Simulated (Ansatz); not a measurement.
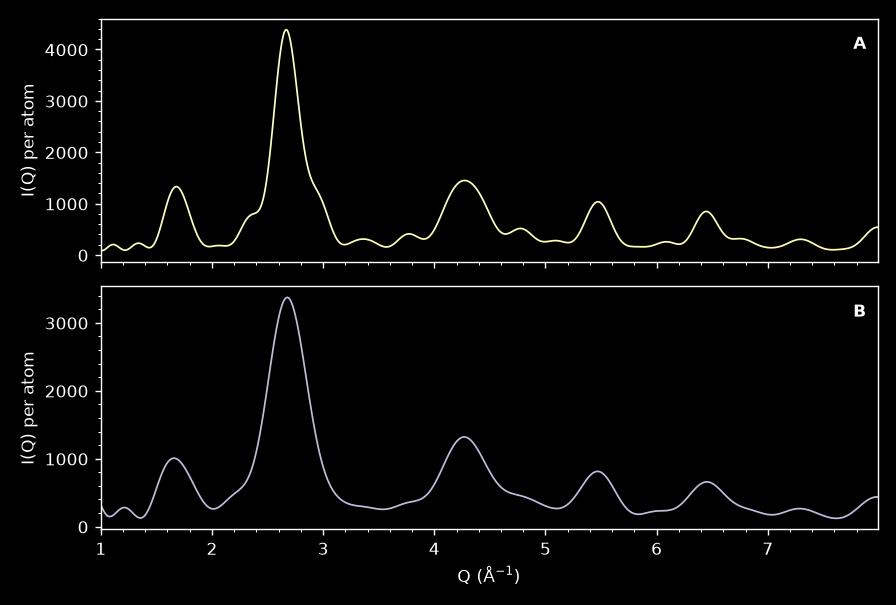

X-ray scattering of spheres cut from the crystal structure of Cd₃O (Pm-3n, a = 5.255 Å, b = 5.255 Å, c = 5.255 Å, α = 90.00°, β = 90.00°, γ = 90.00°), calculated atom by atom with the Debye equation (B = 0.5 Å², no relaxation of the surface). Basis of the simulation: the end point of a relaxation with Ansatz 0.2.0, DFT r2SCAN, scalar-relativistic, plane waves, PAW; the starting structure was generated, so it need not be a known form of this composition.

Q: The spheres are 20 and 28 Å across. Which curve is which?

A: curve A: 28 Å (627 atoms); curve B: 20 Å (231 atoms). Peak widths go roughly as 2π/D, so the largest sphere has the sharpest peaks.

Q: Index the main peaks of the largest sphere.

A: Q ≈ 1.68 Å⁻¹: 110; Q ≈ 2.67 Å⁻¹: 210; Q ≈ 4.27 Å⁻¹: 222 + 320; Q ≈ 5.47 Å⁻¹: 421; Q ≈ 6.45 Å⁻¹: 520/432.
